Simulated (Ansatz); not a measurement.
**K16H: nudged elastic band (part 2 of 2)**

K16H (defect cell, 17 atoms in the cell); DFT PBEsol, scalar-relativistic, plane waves, PAW, no spin polarisation (Ansatz 0.2.0); cutoff 300 eV, 2×2×2 k-mesh, Fermi–Dirac smearing of 0.1 eV. One setting was made poor on purpose. It belongs to a series of runs on one base structure; here: band between the two ends.

Geometry of the input (Å; fractional positions):
```
10.4600  0.0000  0.0000
0.0000  10.4600  0.0000
0.0000  0.0000  10.4600
K  -0.0032  -0.0352  0.0000
K  0.5212  0.0151  0.0000
K  -0.0031  0.5355  0.0000
K  0.0117  -0.0158  0.5001
K  0.2385  0.2501  0.2340
K  0.5211  0.4857  0.0000
K  0.4814  0.0095  0.5001
K  0.7697  0.2502  0.2582
K  0.0117  0.5163  0.5001
K  0.2539  0.7500  0.2144
K  0.2385  0.2501  0.7661
K  0.4814  0.4909  0.5001
K  0.7292  0.7503  0.2644
K  0.7697  0.2502  0.7419
K  0.2538  0.7500  0.7856
K  0.7292  0.7503  0.7357
H  0.1245  0.7500  0.0002
```

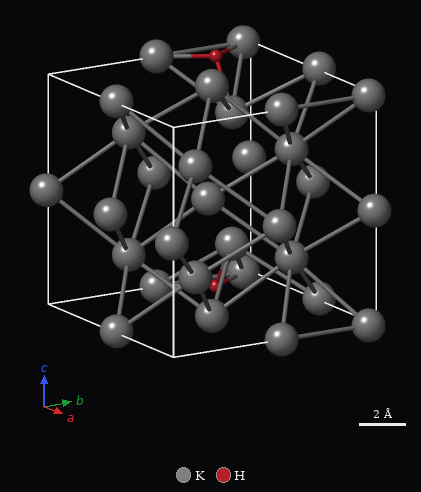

The structure as given in the input (ball-and-stick view of the cell of the calculation, seen at an oblique angle). An atom can appear more than once, as a periodic image.

### Output, continued
```
--- Band table (eV; the first three rows and the last of 8) ---
  k-point 0: bands = ["-30.2149", "-30.2142", "-30.2121", "-30.1730", "-30.1728", "-30.1619", "-30.1615", "-30.1607", "-30.1545", "-30.1541", "-30.1538", "-30.1538", "-30.1527", "-30.0000", "-29.9935", "-29.9929", "-13.7818", "-13.7676", "-13.7626", "-13.7624", "-13.7566", "-13.7534", "-13.7482", "-13.7479", "-13.7429", "-13.7398", "-13.7387", "-13.7371", "-13.7291", "-13.7210", "-13.7167", "-13.7150", "-13.7095", "-13.7058", "-13.7054", "-13.7037", "-13.7034", "-13.7028", "-13.6998", "-13.6996", "-13.6967", "-13.6963", "-13.6958", "-13.6940", "-13.6939", "-13.6929", "-13.6925", "-13.6908", "-13.6904", "-13.6797", "-13.6791", "-13.6765", "-13.6749", "-13.6725", "-13.6718", "-13.5782", "-13.5704", "-13.5631", "-13.5625", "-13.5610", "-13.5479", "-13.5201", "-13.4853", "-13.4747", "-1.1390", "-0.1084", "1.1202", "1.1285", "1.1317", "1.1422", "1.1750", "1.5530", "2.2718", "2.2814", "2.2904", "2.3007", "2.3048", "2.4246", "2.5205", "2.5211", "2.5340", "2.5368", "2.5416", "2.9912", "3.2980", "3.3231", "3.3262", "3.3298", "3.3345", "3.4798"]
  k-point 1: bands = ["-30.2148", "-30.2142", "-30.2121", "-30.1730", "-30.1728", "-30.1619", "-30.1615", "-30.1607", "-30.1545", "-30.1540", "-30.1539", "-30.1538", "-30.1526", "-30.0000", "-29.9936", "-29.9928", "-13.7800", "-13.7665", "-13.7599", "-13.7583", "-13.7537", "-13.7532", "-13.7524", "-13.7487", "-13.7450", "-13.7394", "-13.7352", "-13.7316", "-13.7312", "-13.7292", "-13.7243", "-13.7192", "-13.7136", "-13.7113", "-13.7086", "-13.7037", "-13.7034", "-13.7020", "-13.6981", "-13.6970", "-13.6962", "-13.6953", "-13.6930", "-13.6922", "-13.6915", "-13.6891", "-13.6874", "-13.6846", "-13.6843", "-13.6821", "-13.6785", "-13.6778", "-13.6776", "-13.6764", "-13.6743", "-13.5783", "-13.5704", "-13.5630", "-13.5624", "-13.5610", "-13.5481", "-13.5177", "-13.4898", "-13.4723", "-1.1032", "0.0415", "0.3520", "1.4567", "1.4584", "1.4678", "1.4721", "1.4722", "1.4849", "1.5000", "1.9072", "2.6398", "2.6473", "2.6586", "2.6729", "2.6842", "2.7305", "2.7326", "2.7341", "2.7363", "3.4109", "3.6602", "3.6935", "3.6975", "3.7030", "3.7270"]
  k-point 2: bands = ["-30.2149", "-30.2142", "-30.2121", "-30.1730", "-30.1728", "-30.1617", "-30.1616", "-30.1608", "-30.1547", "-30.1538", "-30.1538", "-30.1537", "-30.1528", "-30.0000", "-29.9935", "-29.9929", "-13.7806", "-13.7657", "-13.7619", "-13.7590", "-13.7530", "-13.7529", "-13.7491", "-13.7477", "-13.7449", "-13.7397", "-13.7360", "-13.7344", "-13.7304", "-13.7302", "-13.7271", "-13.7129", "-13.7117", "-13.7098", "-13.7076", "-13.7055", "-13.7049", "-13.7046", "-13.7027", "-13.6990", "-13.6971", "-13.6945", "-13.6928", "-13.6903", "-13.6900", "-13.6869", "-13.6855", "-13.6827", "-13.6814", "-13.6812", "-13.6799", "-13.6798", "-13.6791", "-13.6771", "-13.6761", "-13.5783", "-13.5704", "-13.5629", "-13.5625", "-13.5610", "-13.5478", "-13.5201", "-13.4850", "-13.4747", "-1.1088", "0.0568", "0.3238", "1.4448", "1.4545", "1.4714", "1.4830", "1.4835", "1.5002", "1.5068", "1.9951", "2.6439", "2.6572", "2.6609", "2.6869", "2.6908", "2.7047", "2.7067", "2.7395", "2.7427", "3.1765", "3.6335", "3.6916", "3.7116", "3.7252", "3.7357"]
  k-point 7: bands = ["-30.2148", "-30.2142", "-30.2121", "-30.1729", "-30.1728", "-30.1618", "-30.1615", "-30.1609", "-30.1547", "-30.1539", "-30.1538", "-30.1536", "-30.1527", "-29.9999", "-29.9935", "-29.9928", "-13.7787", "-13.7642", "-13.7575", "-13.7562", "-13.7525", "-13.7520", "-13.7517", "-13.7477", "-13.7465", "-13.7366", "-13.7347", "-13.7341", "-13.7330", "-13.7254", "-13.7212", "-13.7205", "-13.7159", "-13.7137", "-13.7130", "-13.7084", "-13.7024", "-13.7017", "-13.7014", "-13.6984", "-13.6979", "-13.6973", "-13.6930", "-13.6915", "-13.6898", "-13.6855", "-13.6850", "-13.6827", "-13.6824", "-13.6811", "-13.6810", "-13.6781", "-13.6775", "-13.6760", "-13.6752", "-13.5789", "-13.5703", "-13.5629", "-13.5623", "-13.5609", "-13.5477", "-13.5176", "-13.4896", "-13.4722", "-1.0698", "0.7689", "0.7718", "0.7743", "0.7822", "0.7872", "0.8106", "0.8447", "1.5480", "3.0398", "3.0501", "3.0655", "3.0714", "3.0875", "3.0878", "3.0919", "3.1047", "3.1185", "3.1201", "3.1261", "3.1416", "3.1548", "3.1601", "3.1837", "3.5121", "3.6146"]
this run last wrote the band of iteration 8 to [file]; this run last wrote the band within `neb.f_tol` of iteration 6 to [file]
--- NEB band (5 images, 8 band iterations, 160 SCF iterations) ---
  forward barrier  = 0.063651 eV
  backward barrier = 0.063601 eV
  lagrangian_above_aufbau_ev (what the smearing adds, to first order; not taken off the barriers): saddle image -0.332862 eV, end points -0.341284 and -0.341664 eV
  climbing image's point = of an order that was not read
  energies are F+E_penalty+E_count in eV, relative to image 0
  image     s (Å)  Δ vs image 0  max|band force component| (eV/Å)
      0    0.0000      0.000000                                 —
      1    0.8835      0.023866                          6.587e-3
  *   2    1.7670      0.063651                          4.065e-3
      3    2.6448      0.024229                          6.321e-3
      4    3.5226      0.000049                                 —
  climbing-image geometry (image 2):
  cell:  # Å, volume = 1144.4453 Å³
    - [10.46, 0.0, 0.0]
    - [0.0, 10.46, 0.0]
    - [0.0, 0.0, 10.46]
  atoms:
    - { symbol: K, position: [0.030419744713439768, -0.030274619113714887, 4.207327667603702e-5] }
    - { symbol: K, position: [0.45027572237569435, -0.02326825491074002, 7.021658985249747e-5] }
    - { symbol: K, position: [0.02340454450099544, 0.5498631776764191, 7.211840878865376e-5] }
    - { symbol: K, position: [0.00391474214095649, -0.003768418694753005, 0.500096327405965] }
    - { symbol: K, position: [0.23753231078995055, 0.2640359864792403, 0.24763344737839055] }
    - { symbol: K, position: [0.5027415494778963, 0.4974101154371304, 0.00010270285712010016] }
    - { symbol: K, position: [0.4909384356100134, 0.016762138814134176, 0.500095094068986] }
    - { symbol: K, position: [0.7603577460688582, 0.23976433314590165, 0.23146171029240561] }
    - { symbol: K, position: [-0.016643286823960088, 0.509180029951395, 0.5000923498143233] }
    - { symbol: K, position: [0.25621944818087133, 0.7438988809204679, 0.25097631692691186] }
    - { symbol: K, position: [0.23753269819957526, 0.26404833466726046, 0.7525515399050146] }
    - { symbol: K, position: [0.5105655508216044, 0.4895818116799578, 0.5000905205007948] }
    - { symbol: K, position: [0.7361034420032858, 0.7626204592940529, 0.24764143577499972] }
    - { symbol: K, position: [0.7603511902418765, 0.2397725216039548, 0.7687123468811848] }
    - { symbol: K, position: [0.256171486082304, 0.7439452946575781, 0.7493306617653043] }
    - { symbol: K, position: [0.7360940827285357, 0.7626174640395105, 0.7525450228594774] }
    - { symbol: H, position: [0.21295358288810307, 0.7871336993522057, 9.135529380493735e-5] }
```

### The last band as extended XYZ (Å, eV, eV/Å)
```
17
Lattice="10.4600 0.0000 0.0000 0.0000 10.4600 0.0000 0.0000 0.0000 10.4600" Properties=species:S:1:pos:R:3:forces:R:3 image=0 energy=-24271.92985
K    -0.0339   -0.3682    0.0000   -0.0031   0.0152   0.0003
K     5.4515    0.1576    0.0004   -0.0025  -0.0001   0.0000
K    -0.0323    5.6012    0.0001   -0.0061  -0.0179   0.0003
K     0.1225   -0.1655    5.2307    0.0026   0.0023   0.0000
K     2.4945    2.6159    2.4473   -0.0018   0.0004   0.0027
K     5.4503    5.0801    0.0005   -0.0014  -0.0015   0.0000
K     5.0352    0.0998    5.2307    0.0032   0.0077  -0.0001
K     8.0513    2.6173    2.7006   -0.0037   0.0003   0.0112
K     0.1226    5.4007    5.2307    0.0022  -0.0029   0.0000
K     2.6559    7.8449    2.2431    0.0014   0.0013   0.0162
K     2.4947    2.6159    8.0139   -0.0018   0.0004  -0.0028
K     5.0353    5.1350    5.2307    0.0034  -0.0082  -0.0001
K     7.6274    7.8485    2.7654    0.0018  -0.0004   0.0012
K     8.0511    2.6173    7.7605   -0.0037   0.0003  -0.0112
K     2.6552    7.8449    8.2176    0.0008   0.0012  -0.0142
K     7.6270    7.8485    7.6955    0.0019  -0.0004  -0.0012
H     1.3019    7.8447    0.0024    0.0069   0.0025  -0.0023
17
Lattice="10.4600 0.0000 0.0000 0.0000 10.4600 0.0000 0.0000 0.0000 10.4600" Properties=species:S:1:pos:R:3:forces:R:3 image=1 energy=-24271.90599
K     0.2171   -0.3350    0.0008    0.0000  -0.0066   0.0000
K     5.0891    0.0527    0.0007    0.0282   0.0209   0.0000
K     0.1365    5.6874    0.0009   -0.0090  -0.0069  -0.0001
K     0.0629   -0.1036    5.2308    0.0008  -0.0009   0.0000
K     2.4848    2.7086    2.5705   -0.0001  -0.0028  -0.0032
K     5.3376    5.1372    0.0009    0.0042  -0.0024   0.0000
K     5.0996    0.1388    5.2308    0.0015   0.0019   0.0000
K     7.9977    2.5436    2.5328    0.0053   0.0063   0.0038
K    -0.0928    5.3633    5.2307    0.0056   0.0001   0.0000
K     2.6767    7.7906    2.4597   -0.0008   0.0059  -0.0078
K     2.4848    2.7087    7.8910   -0.0001  -0.0028   0.0032
K     5.2455    5.1302    5.2307   -0.0030  -0.0033   0.0000
K     7.6601    7.9455    2.6367   -0.0005  -0.0033   0.0032
K     7.9977    2.5437    7.9287    0.0054   0.0063  -0.0038
K     2.6768    7.7906    8.0016   -0.0011   0.0058   0.0085
K     7.6601    7.9453    7.8249   -0.0005  -0.0033  -0.0032
H     1.6889    7.9053    0.0012   -0.0359  -0.0148  -0.0006
17
Lattice="10.4600 0.0000 0.0000 0.0000 10.4600 0.0000 0.0000 0.0000 10.4600" Properties=species:S:1:pos:R:3:forces:R:3 image=2 energy=-24271.86620
K     0.3182   -0.3167    0.0004   -0.0011   0.0010   0.0004
K     4.7099   -0.2434    0.0007    0.0041  -0.0003   0.0002
K     0.2448    5.7516    0.0008    0.0003  -0.0040   0.0002
K     0.0409   -0.0394    5.2310   -0.0036   0.0035   0.0000
K     2.4846    2.7618    2.5902    0.0023  -0.0020   0.0001
K     5.2587    5.2029    0.0011   -0.0040   0.0040   0.0000
K     5.1352    0.1753    5.2310    0.0033  -0.0011   0.0000
K     7.9533    2.5079    2.4211   -0.0019   0.0019  -0.0003
K    -0.1741    5.3260    5.2310    0.0012  -0.0033   0.0000
K     2.6801    7.7812    2.6252   -0.0024   0.0024   0.0016
K     2.4846    2.7619    7.8717    0.0023  -0.0019  -0.0002
K     5.3405    5.1210    5.2309   -0.0010   0.0010   0.0001
K     7.6996    7.9770    2.5903    0.0020  -0.0023   0.0001
K     7.9533    2.5080    8.0407   -0.0019   0.0019   0.0003
K     2.6796    7.7817    7.8380   -0.0019   0.0019  -0.0031
K     7.6995    7.9770    7.8716    0.0019  -0.0024  -0.0001
H     2.2275    8.2334    0.0010    0.0003  -0.0004   0.0006
17
Lattice="10.4600 0.0000 0.0000 0.0000 10.4600 0.0000 0.0000 0.0000 10.4600" Properties=species:S:1:pos:R:3:forces:R:3 image=3 energy=-24271.90562
K     0.3368   -0.2166    0.0012    0.0063  -0.0002   0.0000
K     4.7730   -0.1353    0.0014    0.0067   0.0086  -0.0001
K    -0.0497    5.3758    0.0011   -0.0213  -0.0285   0.0000
K     0.1049   -0.0613    5.2312    0.0009  -0.0008   0.0000
K     2.5151    2.8014    2.6361    0.0033   0.0005   0.0033
K     5.3239    5.1242    0.0013    0.0025  -0.0042   0.0000
K     5.0979    0.0961    5.2311   -0.0001  -0.0057   0.0000
K     7.9186    2.4638    2.5318   -0.0063  -0.0052   0.0039
K    -0.1375    5.3620    5.2311   -0.0019  -0.0016   0.0000
K     2.6713    7.7846    2.4605   -0.0057   0.0005  -0.0065
K     2.5152    2.8015    7.8261    0.0033   0.0005  -0.0032
K     5.3310    5.2145    5.2311    0.0034   0.0031   0.0000
K     7.7520    7.9771    2.5715    0.0028   0.0000  -0.0032
K     7.9185    2.4639    7.9305   -0.0063  -0.0052  -0.0039
K     2.6712    7.7844    8.0014   -0.0057   0.0011   0.0078
K     7.7519    7.9770    7.8908    0.0028   0.0001   0.0033
H     2.5552    8.7687    0.0019    0.0151   0.0369  -0.0013
17
Lattice="10.4600 0.0000 0.0000 0.0000 10.4600 0.0000 0.0000 0.0000 10.4600" Properties=species:S:1:pos:R:3:forces:R:3 image=4 energy=-24271.92980
K     0.3698    0.0292    0.0004   -0.0216   0.0078   0.0006
K     4.8595    0.0288    0.0004    0.0198   0.0072   0.0005
K    -0.1494    5.0144    0.0007   -0.0015   0.0014   0.0000
K     0.1627   -0.1188    5.2320   -0.0014  -0.0026  -0.0002
K     2.6142    2.8290    2.7629    0.0000  -0.0013   0.0018
K     5.3778    5.0141    0.0007    0.0016   0.0013   0.0000
K     5.0657   -0.1186    5.2320    0.0014  -0.0026  -0.0002
K     7.8442    2.4164    2.7038    0.0000   0.0027   0.0087
K    -0.0921    5.4244    5.2313   -0.0078  -0.0025  -0.0002
K     2.6147    7.8123    2.2449   -0.0003  -0.0076   0.0235
K     2.6142    2.8304    7.6981    0.0001  -0.0015  -0.0015
K     5.3206    5.4243    5.2313    0.0079  -0.0025  -0.0002
K     7.8442    7.9630    2.4529    0.0000   0.0023   0.0015
K     7.8442    2.4168    7.7585    0.0000   0.0027  -0.0088
K     2.6147    7.8137    8.2164   -0.0002  -0.0047  -0.0162
K     7.8442    7.9624    8.0095    0.0000   0.0024  -0.0014
H     2.6130    9.1543    0.0076    0.0019  -0.0026  -0.0081
```

### Key numbers

```tsv
quantity	value
outcome	converged
barrier, forward	0.064 eV
barrier, backward	0.064 eV
electrons treated	145
hardware	4 threads of Intel Xeon (Granite Rapids), 16 GiB of memory available, shared host
wall time	89 s (CPU time 4.5 min)
peak memory	2.5 GiB
```

The program warns: the cutoff is below the recommended one. A deliberately poor setting: low cutoff. The order of the saddle point was not checked.
